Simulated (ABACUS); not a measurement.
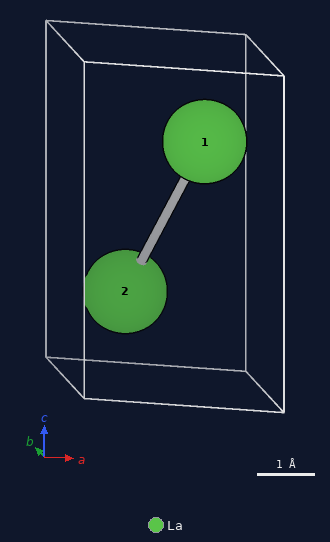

Figure 1. The starting structure (ball-and-stick view of the cell of the calculation, seen slightly off an axis; atoms are numbered from 1 in the order of the input).

La: geometry relaxation (part 1 of 3)

- system: La (P6₃/mmc, 2 atoms in the cell)
- method: Kohn-Sham DFT of a periodic cell, PBE with D3, PseudoDojo NC SR 0.4.1 PBE standard, no spin polarisation (ABACUS 3.10.1)

The structure derives from an entry of the Crystallography Open Database. It belongs to a series of runs on one base structure; here: dispersion = D3.

**The input**
```
INPUT_PARAMETERS
suffix              La
calculation         cell-relax
basis_type          pw
pseudo_dir          ./
symmetry            1
dft_functional      pbe
ecutwfc             111
pseudo_rcut         7
nspin               1
nbands              15
ks_solver           dav
smearing_method     fd
smearing_sigma      0.00367493
scf_thr             1e-08
scf_nmax            100
mixing_type         broyden
mixing_beta         0.7
cal_force           1
cal_stress          1
vdw_method          d3_0
relax_nmax          60
force_thr_ev        0.005
relax_method        cg
out_stru            1
stress_thr          0.2
kpar                4
```

**File STRU**
```
ATOMIC_SPECIES
La 138.9055 La.upf

LATTICE_CONSTANT
1.8897261246

LATTICE_VECTORS
3.7500000000 0.0000000000 0.0000000000
-1.8750000000 3.2475952642 0.0000000000
0.0000000000 0.0000000000 6.0700000000

ATOMIC_POSITIONS
Cartesian

La
0.0
2
1.8750000002 1.0825317546 4.5525000000 1 1 1
-0.0000000002 2.1650635096 1.5175000000 1 1 1
```

**File KPT**
```
K_POINTS
0
Gamma
6 6 4 0 0 0
```

Run on 4 threads of Intel Xeon (Granite Rapids), 12 GiB of memory available, shared host.

Launch command:
```bash
OMP_NUM_THREADS=1 mpirun -np 4 abacus > log
```

**Log**
```
ABACUS v3.10.1

               Atomic-orbital Based Ab-initio Computation at UStc

 ------------------------------------------------------------------------------------

 READING GENERAL INFORMATION
                           global_out_dir = OUT.La/
                           global_in_card = INPUT
                               pseudo_dir = ./
                              orbital_dir =
                                    DSIZE = 4
                                    GSIZE = 1

 READING UNITCELL INFORMATION
                                    ntype = 1
                  lattice constant (Bohr) = 1.88973
              lattice constant (Angstrom) = 1

 READING ATOM TYPE 1
                               atom label = La
                      L=0, number of zeta = 1
                      L=1, number of zeta = 1
                      L=2, number of zeta = 1
             number of atom for this type = 2

                        TOTAL ATOM NUMBER = 2
CARTESIAN COORDINATES ( UNIT =       1.889726124600 Bohr ).
    atom                   x                   y                   z     mag                  vx                  vy                  vz
tauc_La1            1.8750000002        1.0825317546        4.5525000000  0.0000        0.0000000000        0.0000000000        0.0000000000
tauc_La2           -0.0000000002        2.1650635096        1.5175000000  0.0000        0.0000000000        0.0000000000        0.0000000000

                          Volume (Bohr^3) = 498.86
                             Volume (A^3) = 73.9233

 Lattice vectors: (Cartesian coordinate: in unit of a_0)
                +3.75                  +0                  +0
               -1.875             +3.2476                  +0
                   +0                  +0               +6.07
 Reciprocal vectors: (Cartesian coordinate: in unit of 2 pi/a_0)
            +0.266667            +0.15396                  -0
                   -0            +0.30792                  -0
                   +0                  -0           +0.164745
 The esolver type has been set to : ksdft_pw

                PAO radial cut off (Bohr) = 7

 Read in pseudopotential file is La.upf
                     pseudopotential type = NC
          exchange-correlation functional = PBE
                 nonlocal core correction = 1
                        valence electrons = 11
                                     lmax = 3
                           number of zeta = 4
                     number of projectors = 8
                           L of projector = 0
                           L of projector = 0
                           L of projector = 1
                           L of projector = 1
                           L of projector = 2
                           L of projector = 2
                           L of projector = 3
                           L of projector = 3
     initial pseudo atomic orbital number = 20

 SETUP THE ELECTRONS NUMBER
            electron number of element La = 11
      total electron number of element La = 22
            AUTOSET number of electrons:  = 22
                           occupied bands = 11
                                   NBANDS = 15
                                   NLOCAL = 18

%%%%%%%%%%%%%%%%%%%%%%%%%%%%%%%%%%%%%%%%%%%%%%%%%%%%%%%%%%%%%%%%%%%%%%%%%%%%%%%%%%%%%%%%%%%%%%%%%%%%%%%%%%
 Warning: the number of valence electrons in pseudopotential > 3 for La: [Xe] 5d1 6s2
 Pseudopotentials with additional electrons can yield (more) accurate outcomes, but may be less efficient.
 If you're confident that your chosen pseudopotential is appropriate, you can safely ignore this warning.
%%%%%%%%%%%%%%%%%%%%%%%%%%%%%%%%%%%%%%%%%%%%%%%%%%%%%%%%%%%%%%%%%%%%%%%%%%%%%%%%%%%%%%%%%%%%%%%%%%%%%%%%%%

 SETUP THE PLANE WAVE BASIS
 energy cutoff for charge/potential (unit:Ry) = 444
            fft grid for charge/potential = [ 48, 48, 80 ]
                        fft grid division = [ 1, 1, 1 ]
        big fft grid for charge/potential = [ 48, 48, 80 ]
                                     nbxx = 184320
                                     nrxx = 184320

 SETUP PLANE WAVES FOR CHARGE/POTENTIAL
                    number of plane waves = 78875
                         number of sticks = 1531

 PARALLEL PW FOR CHARGE/POTENTIAL
     PROC   COLUMNS(POT)             PW
        1           1531          78875
 --------------- sum -------------------
        1           1531          78875
                            number of |g| = 3484
                                  max |g| = 40.1613
                                  min |g| = 0

----------- Double Check Mixing Parameters Begin ------------
mixing_type: broyden
mixing_beta: 0.7
mixing_gg0: 1
mixing_gg0_min: 0.1
mixing_ndim: 8
----------- Double Check Mixing Parameters End ------------

 LATTICE VECTORS: (CARTESIAN COORDINATE: IN UNIT OF A0)
                +3.75                  +0                  +0
               -1.875             +3.2476                  +0
                   +0                  +0               +6.07
                       right hand lattice = 1
                                   NORM_A = 3.75
                                   NORM_B = 3.75
                                   NORM_C = 6.07
                           ALPHA (DEGREE) = 90
                           BETA  (DEGREE) = 90
                           GAMMA (DEGREE) = 120

 The lattice vectors have been changed (STRU_SIMPLE.cif)

(for optimal symmetric configuration:)
                             BRAVAIS TYPE = 4
                     BRAVAIS LATTICE NAME = 04. Hexagonal cell
                                    ibrav = 4
                                    IBRAV = 4
                                  BRAVAIS = HEXAGONAL CELL
                       LATTICE CONSTANT A = 3.75
                                C/A RATIO = 1.61867
Original cell was already a primitive cell.
                        ROTATION MATRICES = 24
              PURE POINT GROUP OPERATIONS = 12
                   SPACE GROUP OPERATIONS = 24
                                       C2 = 3
                                       C3 = 2
                                       C4 = 0
                                       C6 = 0
                                       S1 = 3
                                       S3 = 0
                                       S4 = 0
                                       S6 = 2
                              POINT GROUP = D_3d
                                       C2 = 7
                                       C3 = 2
                                       C4 = 0
                                       C6 = 2
                                       S1 = 7
                                       S3 = 2
                                       S4 = 0
                                       S6 = 2
               POINT GROUP IN SPACE GROUP = D_6h

 SETUP K-POINTS
                                    nspin = 1
                   Input type of k points = Monkhorst-Pack(Gamma)
                                   nkstot = 144
                       right hand lattice = 1
(for reciprocal lattice: )
                             BRAVAIS TYPE = 4
                     BRAVAIS LATTICE NAME = 04. Hexagonal cell
                                    ibrav = 4
                       right hand lattice = 1
(for k-lattice: )
                             BRAVAIS TYPE = 4
                     BRAVAIS LATTICE NAME = 04. Hexagonal cell
                                    ibrav = 4
                       right hand lattice = 1
                        ROTATION MATRICES = 24
                               nkstot_ibz = 21
K-POINTS REDUCTION ACCORDING TO SYMMETRY
     IBZ    DIRECT_X    DIRECT_Y    DIRECT_Z  WEIGHT  ibz2bz
       1  0.00000000  0.00000000  0.00000000  0.0069       0
       2 -0.16666667  0.16666667  0.00000000  0.0417       1
       3 -0.33333333  0.33333333  0.00000000  0.0417       2
       4  0.50000000  0.50000000  0.00000000  0.0208       3
       5 -0.16666667  0.33333333  0.00000000  0.0417       7
       6  0.50000000  0.33333333  0.00000000  0.0833       8
       7  0.33333333  0.33333333  0.00000000  0.0139      14
       8  0.00000000  0.00000000  0.25000000  0.0139      36
       9 -0.16666667  0.16666667  0.25000000  0.0833      37
      10 -0.33333333  0.33333333  0.25000000  0.0833      38
      11  0.50000000  0.50000000  0.25000000  0.0417      39
      12 -0.16666667  0.33333333  0.25000000  0.0833      43
      13  0.50000000  0.33333333  0.25000000  0.1667      44
      14  0.33333333  0.33333333  0.25000000  0.0278      50
      15  0.00000000  0.00000000  0.50000000  0.0069      72
      16 -0.16666667  0.16666667  0.50000000  0.0417      73
      17 -0.33333333  0.33333333  0.50000000  0.0417      74
      18  0.50000000  0.50000000  0.50000000  0.0208      75
      19 -0.16666667  0.33333333  0.50000000  0.0417      79
      20  0.50000000  0.33333333  0.50000000  0.0833      80
      21  0.33333333  0.33333333  0.50000000  0.0139      86

                               nkstot now = 21
[... K-POINTS DIRECT COORDINATES: 21 rows ...]

           k-point number in this process = 6
       minimum distributed K point number = 5
[... stars of the k points ...]

[... K-POINTS CARTESIAN COORDINATES: 6 rows ...]

[... K-POINTS DIRECT COORDINATES: 6 rows ...]

 SETUP PLANE WAVES FOR WAVE FUNCTIONS
     energy cutoff for wavefunc (unit:Ry) = 111
              fft grid for wave functions = [ 48, 48, 80 ]
                    number of plane waves = 12551
                         number of sticks = 451

 PARALLEL PW FOR WAVE FUNCTIONS
     PROC   COLUMNS(POT)             PW
        1            451          12551
 --------------- sum -------------------
        1            451          12551

 SETUP NONLOCAL PSEUDOPOTENTIALS IN PLANE WAVE BASIS
 La non-local projectors:
 projector 1 L=0
 projector 2 L=0
 projector 3 L=1
 projector 4 L=1
 projector 5 L=2
 projector 6 L=2
 projector 7 L=3
 projector 8 L=3
      TOTAL NUMBER OF NONLOCAL PROJECTORS = 64

 Init Non-Local PseudoPotential table :
 Init Non-Local-Pseudopotential done.

                                     npwx = 9897

 Make real space PAO into reciprocal space.
       max mesh points in Pseudopotential = 701
     dq(describe PAO in reciprocal space) = 0.01
                                    max q = 2115

 number of pseudo atomic orbitals for La is 4
WARNING: norm of atomic wavefunction # 2 of atomic type La is 0.999998, renormalized
WARNING: norm of atomic wavefunction # 3 of atomic type La is 0.993156, renormalized
WARNING: norm of atomic wavefunction # 4 of atomic type La is 0.96725, renormalized

 -------------------------------------------
 STEP OF RELAXATION : 1
 -------------------------------------------

DFT-D3 Dispersion correction parameters autoset
----------------------------------
 Parameters  Original   Autoset
----------------------------------
         s6    default     1.0000
         s8    default     0.7220
         a1    default     1.2170
         a2    default     1.0000
----------------------------------
XC functional: pbe
                                 init_chg = atomic

 PW ALGORITHM --------------- ION=   1  ELEC=   1--------------------------------

 Notice: Threshold on eigenvalues was too large.
 hsover_error=0.22 > DRHO=0.0214426
 Origin diag ethr = 0.01
 New diag ethr = 9.74664e-05

 Density error is 0.0143407118968
                          Error Threshold = 9.74664170766e-05
----------------------------------------------------------
     Energy           Rydberg                 eV
----------------------------------------------------------
 E_KohnSham     -140.4683657478      -1911.1701629179
 E_Harris       -141.0608213742      -1919.2309352499
 E_Fermi        0.8321927493         11.3225632249
----------------------------------------------------------

 PW ALGORITHM --------------- ION=   1  ELEC=   2--------------------------------

 Density error is 0.000205424306924
                          Error Threshold = 6.51850540765e-05
----------------------------------------------------------
     Energy           Rydberg                 eV
----------------------------------------------------------
 E_KohnSham     -140.4709949245      -1911.2059347024
 E_Harris       -140.4922805724      -1911.4955407994
 E_Fermi        0.8243976739         11.2165057831
----------------------------------------------------------

 PW ALGORITHM --------------- ION=   1  ELEC=   3--------------------------------

 Density error is 0.0001501295253
                          Error Threshold = 9.33746849655e-07
----------------------------------------------------------
     Energy           Rydberg                 eV
----------------------------------------------------------
 E_KohnSham     -140.4716554695      -1911.2149218782
 E_Harris       -140.4360760292      -1910.7308387578
 E_Fermi        0.8240492931         11.2117658193
----------------------------------------------------------
```
